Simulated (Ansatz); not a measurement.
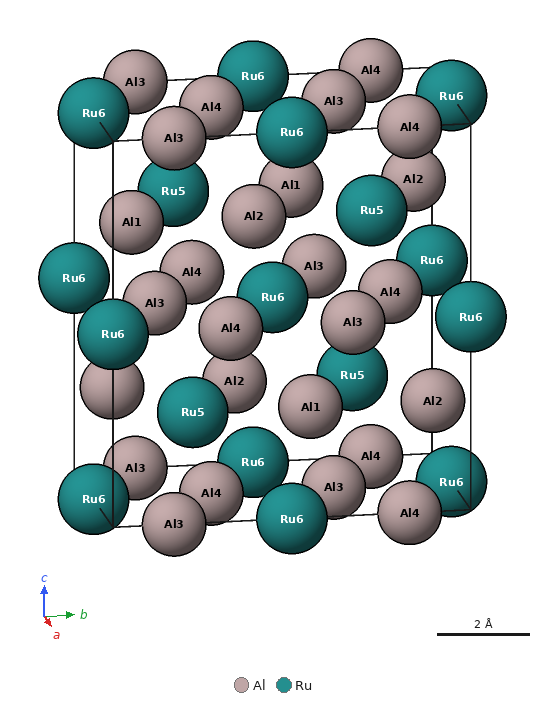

Figure 1. The structure (spheres-only view of the cell 4 times as large as that of the calculation, set on its symmetry axes, seen slightly off an axis; atoms are numbered from 1 in the order of the input). An atom can appear more than once, as a periodic image.

# What a change does: single-point calculation on Al2Ru

System: Al2Ru (6 atoms in the cell).
Method of the first run: DFT LDA, scalar-relativistic, plane waves, PAW, no spin polarisation (Ansatz 0.2.0).

The structure derives from a Materials Project entry. Text and figures count atoms from 1; the logs count them from 0 in places.

## Input file, the first run
```yaml
crystal:
  lattice:
    - [0.0, 3.9898374997, 4.3915250777]
    - [2.3524746913, 0.0, 4.3915250777]
    - [2.3524746913, 3.9898374997, 0.0]
  atoms:
    - { symbol: Al, position: [0.07906103, 0.42093897, 0.07906103] }
    - { symbol: Al, position: [0.42093897, 0.07906103, 0.42093897] }
    - { symbol: Al, position: [0.17093897, 0.82906103, 0.17093897] }
    - { symbol: Al, position: [0.82906103, 0.17093897, 0.82906103] }
    - { symbol: Ru, position: [0.75, 0.75, 0.75] }
    - { symbol: Ru, position: [0.5, 0.5, 0.5] }
basis:
  ecutwfc: 420
kpoints:
  mp_grid: { grid: [10, 10, 10] }
hamiltonian:
  xc: lda
scf:
  occupations: { method: gaussian, width: 0.01 }
output:
  forces: true
  stress: true
  eigenvalues: true
```

Command:
```bash
ansatz run input.yaml --threads 1 --pin off --max-ram 2560MiB --backend cpu --events-out ev --progress --plain --runs-dir out
```

Hardware: 1 thread of Intel Xeon @ 2.70GHz, 189 GiB of memory available, shared host.

## Output, shortened to warnings, some set-up lines, iterations and results (the first run)
```
Basis set: ecut = 420 eV, 1625 PW (Γ)
Symmetry: 8 space group operations
k-points: 171 of 1000
Initial density: superposition of atomic densities (neutral atoms: chi_scale 0, normalization atom), corrected by the library's trained network
[...]
SCF iter   1: F=—  HF=-13572.308096 eV  |F-HF|=—  |Δ(HF+E_count)|=         —  Δρ=6.35e-3  dr2=2.81e-2  ethr=1.77e-3  ⟨swp⟩=7.1  Hψ=22708  notcnv=0
SCF iter   2: F=—  HF=-13572.303853 eV  |F-HF|=—  |Δ(HF+E_count)|=   4.24e-3  Δρ=2.49e-3  dr2=2.23e-3  ethr=6.39e-5  ⟨swp⟩=2.5  Hψ=8194  notcnv=0  defer=248
SCF iter   3: F=—  HF=-13572.303597 eV  |F-HF|=—  |Δ(HF+E_count)|=   2.56e-4  Δρ=5.47e-4  dr2=8.77e-5  ethr=5.06e-6  ⟨swp⟩=2.6  Hψ=7276  notcnv=0  defer=78
SCF iter   4: F=—  HF=-13572.303601 eV  |F-HF|=—  |Δ(HF+E_count)|=   3.52e-6  Δρ=4.65e-5  dr2=1.54e-6  ethr=1.99e-7  ⟨swp⟩=2.5  Hψ=7272  notcnv=0  defer=78
SCF iter   5: F=-13572.303601 eV  HF=-13572.303601 eV  |F-HF|=2.03e-8  |Δ(HF+E_count)|=   9.93e-8  Δρ=9.79e-6  dr2=5.57e-8  ethr=3.51e-9  ⟨swp⟩=2.0  Hψ=7350  notcnv=0  …
SCF iter   6: F=-13572.303601 eV  HF=-13572.303601 eV  |F-HF|=2.00e-11  |Δ(HF+E_count)|=   7.66e-9  Δρ=1.63e-6  dr2=9.26e-10  ethr=1.27e-10  ⟨swp⟩=3.7  Hψ=16645  notcnv=0
SCF 1 converged in 6 iterations: F = -13572.303601 eV  dr2 = 9.26e-10
SCF converged after 6 iterations
Free energy (F): -13572.303601 eV
Harris-Foulkes:  -13572.303601 eV  (|F-HF|=2.00e-11)
Internal energy: -13572.303601 eV  (E = F + TS)
E sigma→0 (E₀):  -13572.303601 eV
Fermi energy:    13.958277 eV
--- Per-component energies (eV) ---
  E_band       = -296.554130
  E_kinetic    = 1133.789733
  E_local      = -4217.316433  (includes V_loc(G=0)·N_el)
  E_nonlocal   = 742.228204
  E_hartree    = 1557.299450
  E_xc         = -541.791898
  E_vxc        = -601.870596  (∫ρ·V_xc dr)
  E_paw        = -8457.970601  (= ΣΔE_a)
  E_vpaw       = -467.984900  (= ΣTr[D̂ρ^β])
  E_aug_tail   = -0.000473  (compensation charges beyond the density's cutoff)
  E_ewald      = -3789.907819
  E_core_change = 1.366236  (= ΣΔE_core)
  E_smearing   = -0.000000  (= −TS)
  E_closure    = -0.000000  (closes the sum)
  Σ components = -13572.303601   (vs F -13572.303601, Δ=0.00e0)
--- Forces (eV/Å), atoms counted from 1 ---
  atom   1  Al     0.00000000    -0.05308127     0.00000000
  atom   2  Al     0.00000000     0.05308127     0.00000000
  atom   3  Al     0.00000000     0.05308127     0.00000000
  atom   4  Al     0.00000000    -0.05308127     0.00000000
  atom   5  Ru     0.00000000     0.00000000     0.00000000
  atom   6  Ru    -0.00000000     0.00000000     0.00000000
  max |Σ_I F_I| component: 1.39e-17 eV/Å
--- Stress (GPa, compression-positive) ---
       -4.844164       0.000000       0.000000
        0.000000      -4.132343       0.000000
        0.000000       0.000000      -5.177445
  P = ⅓ Tr σ = -4.7180 GPa (-47.180 kbar)
```

The input of the second run differs as follows (lines with − go, lines with + come):
```diff
-  xc: lda
+  xc: pbesol
```

Predict how the results change.

The total energies belong to different methods, so their difference says nothing on which is more stable or more accurate. The pressure goes from −4.72 to −0.53 GPa. The largest force goes from 0.053 to 0.015 eV/Å. The functional changes from LDA to PBEsol. Along LDA, PBEsol, PBE and RPBE the binding weakens and the preferred volume grows, so the same cell is under more pressure with the later ones. The number of SCF iterations is the same.

## Output, shortened to warnings, some set-up lines, iterations and results (the second run)
```
Basis set: ecut = 420 eV, 1625 PW (Γ), exchange–correlation on 80×72×64 points (8 copies of the dense FFT grid, shifted against one another)
Symmetry: 8 space group operations
k-points: 171 of 1000
Initial density: superposition of atomic densities (neutral atoms: chi_scale 0, normalization atom), corrected by the library's trained network
[...]
SCF iter   1: F=—  HF=-13735.326425 eV  |F-HF|=—  |Δ(HF+E_count)|=         —  Δρ=6.57e-3  dr2=3.87e-2  ethr=1.77e-3  ⟨swp⟩=7.2  Hψ=22820  notcnv=0
SCF iter   2: F=—  HF=-13735.319922 eV  |F-HF|=—  |Δ(HF+E_count)|=   6.50e-3  Δρ=1.90e-3  dr2=1.40e-3  ethr=8.79e-5  ⟨swp⟩=3.0  Hψ=9214  notcnv=0  defer=250
SCF iter   3: F=—  HF=-13735.319836 eV  |F-HF|=—  |Δ(HF+E_count)|=   8.61e-5  Δρ=6.06e-4  dr2=9.00e-5  ethr=3.19e-6  ⟨swp⟩=2.3  Hψ=7702  notcnv=0  defer=79
SCF iter   4: F=—  HF=-13735.319826 eV  |F-HF|=—  |Δ(HF+E_count)|=   9.93e-6  Δρ=3.42e-5  dr2=8.40e-7  ethr=2.05e-7  ⟨swp⟩=1.3  Hψ=4627  notcnv=0  defer=79
SCF iter   5: F=-13735.319826 eV  HF=-13735.319826 eV  |F-HF|=1.52e-9  |Δ(HF+E_count)|=   2.38e-7  Δρ=1.03e-5  dr2=3.37e-8  ethr=1.91e-9  ⟨swp⟩=2.0  Hψ=8196  notcnv=0  …
SCF iter   6: F=-13735.319826 eV  HF=-13735.319826 eV  |F-HF|=6.55e-11  |Δ(HF+E_count)|=   6.21e-9  Δρ=1.55e-6  dr2=6.97e-10  ethr=7.66e-11  ⟨swp⟩=3.7  Hψ=14989  notcnv=0
SCF 1 converged in 6 iterations: F = -13735.319826 eV  dr2 = 6.97e-10
SCF converged after 6 iterations
Free energy (F): -13735.319826 eV
Harris-Foulkes:  -13735.319826 eV  (|F-HF|=6.55e-11)
Internal energy: -13735.319826 eV  (E = F + TS)
E sigma→0 (E₀):  -13735.319826 eV
Fermi energy:    14.122244 eV
--- Per-component energies (eV) ---
  E_band       = -290.505397
  E_kinetic    = 1133.433778
  E_local      = -4206.612802  (includes V_loc(G=0)·N_el)
  E_nonlocal   = 732.894476
  E_hartree    = 1556.383550
  E_xc         = -542.023564
  E_vxc        = -601.047223  (∫ρ·V_xc dr)
  E_paw        = -8620.070192  (= ΣΔE_a)
  E_vpaw       = -461.940270  (= ΣTr[D̂ρ^β])
  E_aug_tail   = -0.000401  (compensation charges beyond the density's cutoff)
  E_ewald      = -3789.907819
  E_core_change = 0.583148  (= ΣΔE_core)
  E_smearing   = -0.000000  (= −TS)
  E_closure    = -0.000000  (closes the sum)
  Σ components = -13735.319826   (vs F -13735.319826, Δ=0.00e0)
--- Forces (eV/Å), atoms counted from 1 ---
  atom   1  Al     0.00000000    -0.01498283     0.00000000
  atom   2  Al    -0.00000000     0.01498283     0.00000000
  atom   3  Al     0.00000000     0.01498283     0.00000000
  atom   4  Al    -0.00000000    -0.01498283     0.00000000
  atom   5  Ru    -0.00000000     0.00000000     0.00000000
  atom   6  Ru     0.00000000     0.00000000     0.00000000
  max |Σ_I F_I| component: 6.94e-18 eV/Å
--- Stress (GPa, compression-positive) ---
       -0.523766       0.000000       0.000000
        0.000000      -0.361447       0.000000
        0.000000       0.000000      -0.698232
  P = ⅓ Tr σ = -0.5278 GPa (-5.278 kbar)
```

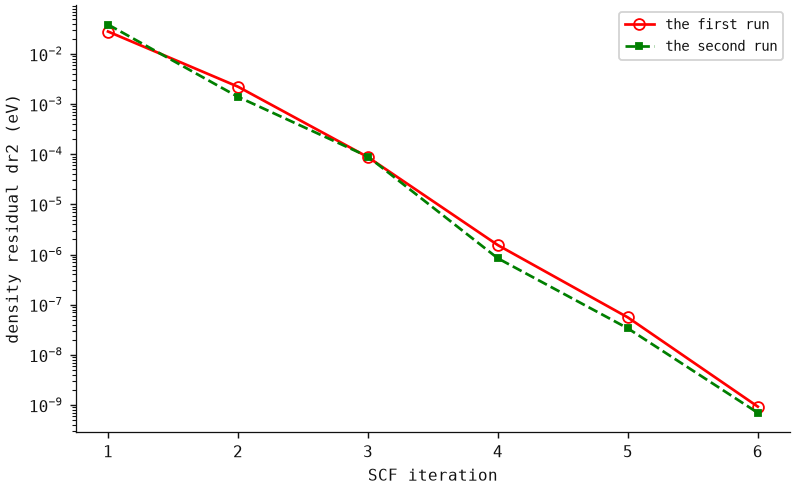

Figure 2. Convergence of the two runs: density residual dr2 against the SCF iteration. The first run takes 6 iterations in all, and the second run takes 6.

## The two runs side by side

| quantity | the first run | the second run |
| --- | --- | --- |
| outcome | converged | converged |
| free energy per atom (eV) | −2262.0506 | −2289.2200 |
| gap on the mesh (eV) | 0.07 | 0.08 |
| pressure (GPa) | −4.72 | −0.53 |
| largest force (eV/Å) | 0.053 | 0.015 |
| SCF iterations | 6 | 6 |
| irreducible k-points | 171 | 171 |
| plane waves at Γ | 1625 | 1625 |
| wall time (shared host) | 18 s | 20 s |
